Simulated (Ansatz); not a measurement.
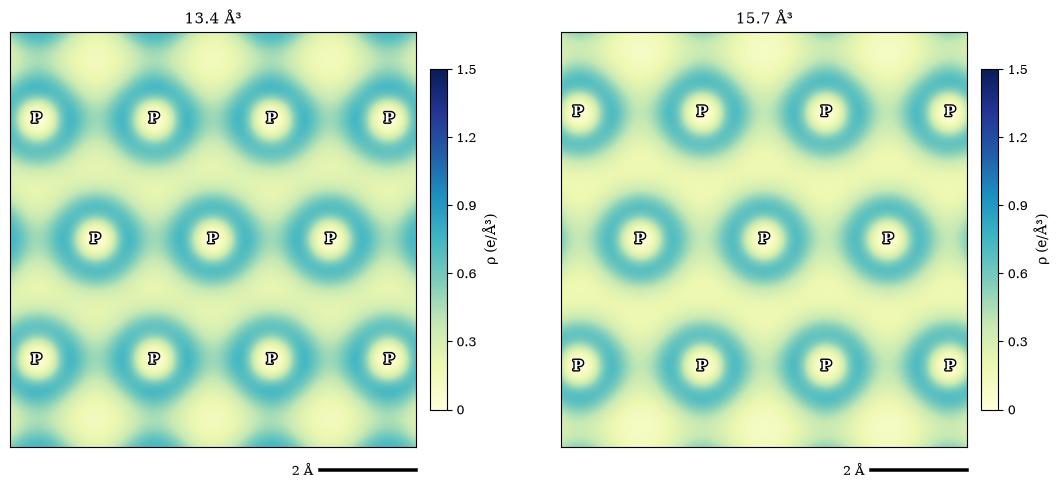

P. The valence charge density (pseudo) of cells scaled evenly to different volumes (given per atom above each panel), on the (110) plane of each (indices in the axes of the cell below), at one length scale and on one colour scale.

A generated structure, not necessarily the stable one; computed without spin polarisation.

Method: DFT, revPBE, plane waves (420 eV) with PAW, scalar-relativistic (Ansatz).

In a PAW calculation such maps are meaningful between the atoms, not at the nuclei.

The largest cell:

```
CELL_PARAMETERS angstrom
4.58865 0.00000 0.00000
-2.29432 3.97389 0.00000
0.00000 0.00000 2.58477
ATOMIC_POSITIONS crystal
P 0.00000 0.00000 0.00000
P 0.33333 0.66667 0.50000
P 0.66667 0.33333 0.50000
```

| volume (Å³/atom) | P–P contact in the plane (Å) | ρ at its midpoint (e/Å³) | pressure (GPa) | 
| --- | --- | --- | --- |
| 13.38 | 2.450 | 0.482 | 9.0 | 
| 13.97 | 2.485 | ? | ? | 
| 15.71 | 2.585 | 0.381 | −6.2 | 

Question: Estimate the missing row, and compare with the calculation.

Answer: Over the known rows ln ρ falls by 1.74 per Å of P–P distance (the line through the two), which gives 0.453 e/Å³ at 2.485 Å; the calculation gives 0.454 e/Å³. For the pressure, a straight line in volume between the neighbouring rows gives 5.2 GPa; the calculation gives 4.0, lower because pressure rises ever faster on compression.
